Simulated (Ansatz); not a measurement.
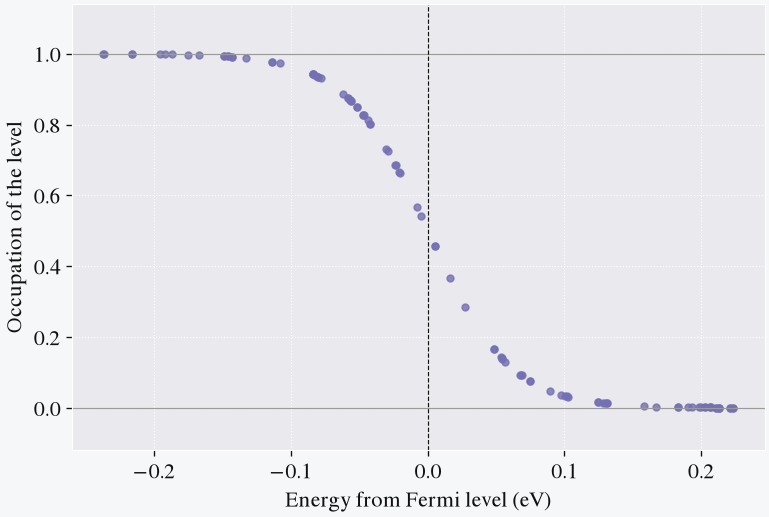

Occupations of the one-electron levels of the k mesh against their energy, from a run on OF₂, space group P-3m1 (No. 164), 6 atoms in the cell, MoS2-164 type type, with Ansatz.

**Name the smearing function and its width.**

Fermi-Dirac smearing with a width of 0.03 eV. The occupations stay between 0 and 1 and have long exponential tails; the slope at the Fermi level is 1/(4 × width).
